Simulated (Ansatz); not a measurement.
Consider C.

Input

```
crystal:
  lattice:
    - [1.22804797, -2.12706182, 0.0]
    - [1.22804797, 2.12706182, 0.0]
    - [0.0, 0.0, 7.17326776]
  atoms:
    - { symbol: C, position: [0.08337946, 0.91662054, 0.7531376] }
    - { symbol: C, position: [0.58337946, 0.41662054, 0.2468624] }
    - { symbol: C, position: [0.91662054, 0.08337946, 0.2468624] }
    - { symbol: C, position: [0.41662054, 0.58337946, 0.7531376] }
basis:
  ecutwfc: 420
kpoints:
  mp_grid: { grid: [18, 18, 6] }
hamiltonian:
  xc: lda
scf:
  occupations: { method: gaussian, width: 0.1 }
output:
  forces: true
  stress: true
  eigenvalues: true
  populations: true
  write_density: true
  write_potential: true
  elf: true
  volumetric_format: npy
```

Run with:

```sh
ansatz run input.yaml --threads 1 --pin off --max-ram 2560MiB --backend cpu --events-out ev --progress --plain --runs-dir out
```

Below, planes, directions and counts refer to the conventional cell (a = 2.46 Å, b = 4.25 Å, c = 7.17 Å, α = 90.00°, β = 90.00°, γ = 90.00°).

Space group Cmme; a structure from a database of computed crystals, not necessarily the ambient phase; computed pressure about −4 GPa in this cell.

All numbers below come from DFT LDA, scalar-relativistic, plane waves, PAW (Ansatz).

Q: What will maps of the valence pseudo-density and electron localisation function show?

A: C–C (1.42 Å): the density is about 2 e/Å³ at the midpoint; the ELF peaks at about 0.95 between the atoms: localised, covalent bonding.

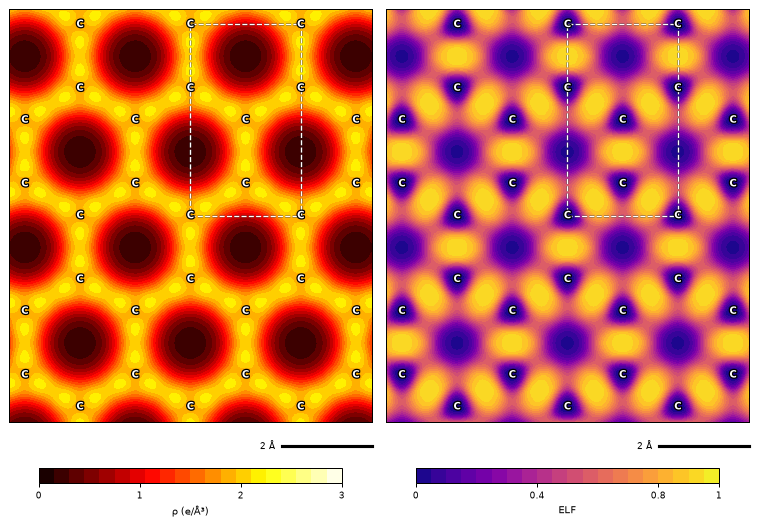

Computed valence pseudo-density and electron localisation function on the (001) plane of the conventional cell, in this order. 

Core electrons are frozen (PAW), and the valence fields are smoothed inside the atomic spheres.
